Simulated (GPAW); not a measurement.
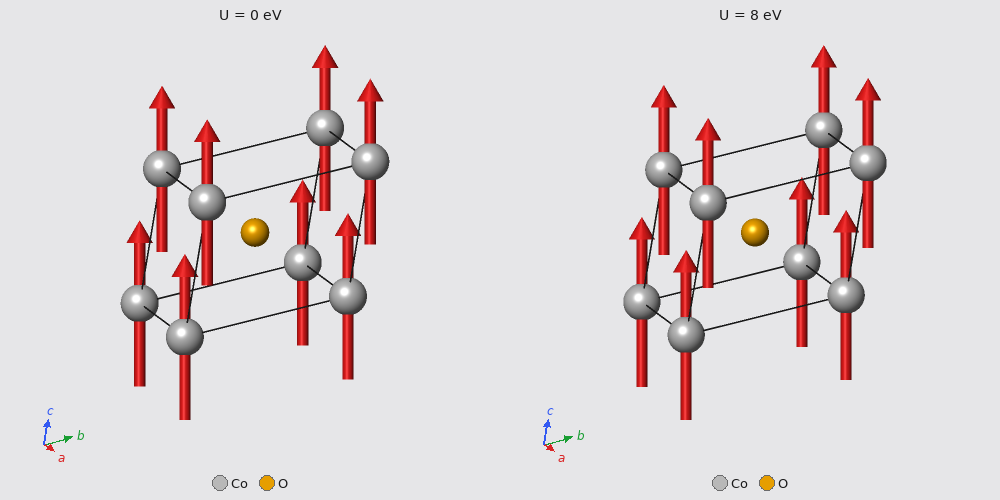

CoO, a = 4.247 Å, b = 4.247 Å, c = 4.247 Å, α = 90.29°, β = 89.71°, γ = 89.71°. The run's cell of 2 atoms at the smallest and the largest U, with site moments above 0.25 μB as arrows (red up, blue down). The cell is a structure listed in the Materials Project.

One fixed geometry was run with a growing Hubbard U on Co d. Alike in all runs: GPAW 26.7.0; functional PBEsol; potentials PAW data sets generated in the run's folder for this functional; cutoff 800 eV; k mesh 8 × 8 × 8 on the run's cell of 2 atoms; occupations fermi-dirac, width 0.05 eV; collinear spin, ferromagnetic start; no spin-orbit coupling.

| U (eV) | gap (eV) | mean size of the moment on Co (μB) | pressure (GPa) |
| --- | --- | --- | --- |
| 0 | metal | 2.50 | -8.6 |
| 1 | metal | 2.60 | -7.1 |
| 2 | metal | 2.64 | -6.6 |
| 3 | metal | 2.67 | -6.0 |
| 4 | metal | 2.69 | -3.6 |
| 6 | ? | ? | ? |
| 8 | metal | 2.79 | -1.3 |

Fill in the row that is left out.

At U = 6 eV the run gave no gap, 2.75 μB on Co and a pressure of -2.4 GPa. A straight line between the neighbouring rows gives 2.74 μB, which is close.

Total energies at different U can't be compared. Each run keeps the state that it reached from its start, which need not be the lowest.

Caveat: a cell with one magnetic atom can't hold antiferromagnetic order, which such compounds often take.
